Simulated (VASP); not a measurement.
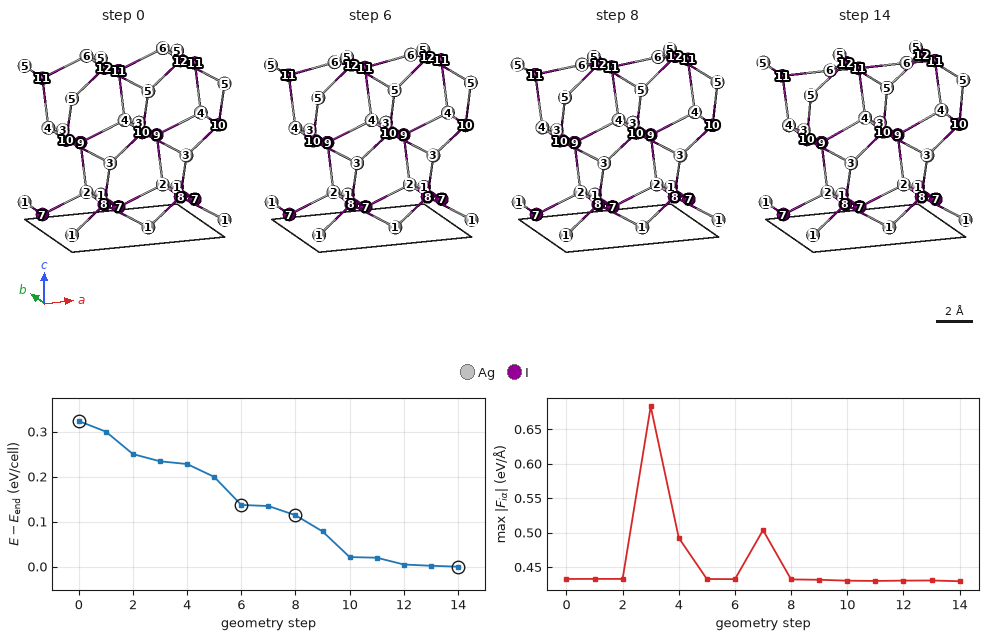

Frames of a relaxation of a slab of composition AgI, marked on the history of the run. A ball-and-stick model of the 2 × 1 repeat of the cell, outlined in the plane, without the vacuum, seen slightly off an axis.

The run lets the atoms move in a fixed cell. 6 atoms are held fixed.

Level of theory: Kohn-Sham DFT of a periodic cell, PBE with D3, VASP PAW PBE potentials, recommended in VASP.

Input file:
```
PREC     = Accurate       # precision mode
ENCUT    = 520            # plane-wave cutoff, eV
EDIFF    = 1E-6           # SCF threshold, eV
ISMEAR   = 0              # smearing method
SIGMA    = 0.05           # smearing width, eV
LREAL    = False          # projectors in reciprocal space
LASPH    = True           # aspherical terms in the spheres
NELM     = 100            # most SCF steps
ALGO     = Fast           # electronic algorithm
ISIF     = 2              # what is computed and relaxed
LWAVE    = False          # write WAVECAR
LCHARG   = False          # write CHGCAR
LDIPOL   = True         
IDIPOL   = 3            
DIPOL    = 0.5 0.5 0.500
GGA      = PE             # functional
IVDW     = 11             # dispersion correction
IBRION   = 2              # ionic algorithm
NSW      = 40             # ionic steps
EDIFFG   = -0.02          # ionic threshold
```

Launched with:
```bash
cat potpaw_PBE.64/Ag/POTCAR potpaw_PBE.64/I/POTCAR > POTCAR
mpirun -np 1 vasp_std > vasp.out
```

### What happens along the run?

The run was cut off at its time limit before the relaxation converged, so the last structure is only a point on the way. The energy falls by 0.324 eV per cell of the calculation in 14 geometry steps. Largest force component: 0.43 eV/Å at the start, 0.43 eV/Å at the end. Ag6 moves most: 0.86 Å at 31° to the normal (−c side). By element the largest moves are Ag 0.86 Å, I 0.37 Å. The cell stays as it was. Among the contacts that change: Ag5–I11 2.816 → 3.036 Å, Ag6–I12 2.816 → 2.724 Å, Ag4–I9 2.806 → 2.847 Å, Ag3–I10 2.806 → 2.832 Å. Bond angles that change, for instance: Ag5–I12–Ag6 109.5° → 85.9°, Ag4–I11–Ag6 109.4° → 88.0°, I11–Ag6–I12 109.5° → 124.5°. From step 0 to 6: Ag6 moves most (0.38 Å), energy −0.187 eV per cell of the calculation. From step 6 to 8: Ag6 moves most (0.13 Å), energy −22.8 meV per cell of the calculation. From step 8 to 14: Ag6 moves most (0.36 Å), energy −0.114 eV per cell of the calculation.

| step | E − E(0), meV/atom | largest force component, eV/Å |
| --- | --- | --- |
| 0 | 0.00 | 0.4329 |
| 1 | -1.96 | 0.4330 |
| 2 | -6.12 | 0.4330 |
| 3 | -7.45 | 0.6831 |
| 4 | -7.97 | 0.4925 |
| 5 | -10.34 | 0.4329 |
| 6 | -15.54 | 0.4326 |
| 7 | -15.74 | 0.5037 |
| 8 | -17.45 | 0.4322 |
| 9 | -20.45 | 0.4317 |
| 10 | -25.20 | 0.4304 |
| 11 | -25.31 | 0.4300 |
| 12 | -26.57 | 0.4305 |
| 13 | -26.81 | 0.4307 |
| 14 | -26.97 | 0.4296 |
